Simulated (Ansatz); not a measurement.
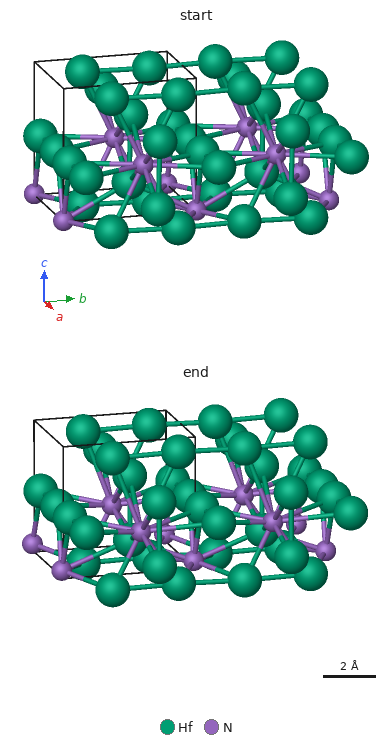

The structure of a crystal of Hf$_{3}$N (built on the A15_223 type) (coarse preliminary run) before (top) and after (bottom) a relaxation, at one scale.

A ball-and-stick model of the cell of the calculation, repeated 2 × 2 × 1 with one cell outlined, seen slightly off an axis.

Case: A15 type (Pm-3n, No. 223); cell x1, atoms moved at random (sigma 0.05 Å) and cell strained at random (1.5 %), then relaxed without symmetry.

Level of theory: DFT PBE, scalar-relativistic, plane waves, PAW in Ansatz 0.2.0. Set-up: plane-wave cutoff 420 eV; k-point mesh 6 × 6 × 6; occupations gaussian; smearing width 0.1 eV; no spin polarisation; cell and atoms relaxed; force threshold 0.015 eV/Å; at most 120 steps.

What changed between the two?

The run was cut off at its time limit before the relaxation converged, so the last structure is only a point on the way. An N atom moves most relative to the cell: 0.39 Å along [1 −1 −2]. By element the largest moves are N 0.39 Å, Hf 0.15 Å. The drawn cell changes as follows: a 5.195 → 5.196 Å (0.0 %), b 5.281 → 5.251 Å (−0.6 %), c 5.295 → 5.245 Å (−0.9 %), α 88.0° → 88.5°, β 89.7° → 89.6°, γ 89.5° → 89.3°; the volume changes by −1.5 %. Some distances before and after: Hf–N 3.046 → 3.423 Å, Hf–N 2.913 → 2.584 Å, Hf–N 2.942 → 3.223 Å, Hf–N 2.923 → 2.653 Å. Bond angles that change, for instance: Hf–N–Hf 117.8° → 130.3°, N–Hf–N 128.7° → 140.2°, Hf–N–Hf 127.1° → 138.6°. The space group stays P1 (No. 1). Over 2 geometry steps the energy falls by 0.860 eV per cell of the calculation. Largest force component: 0.78 eV/Å at the start, 1.5 eV/Å at the end. The pressure goes from −0.48 to 1.66 GPa.
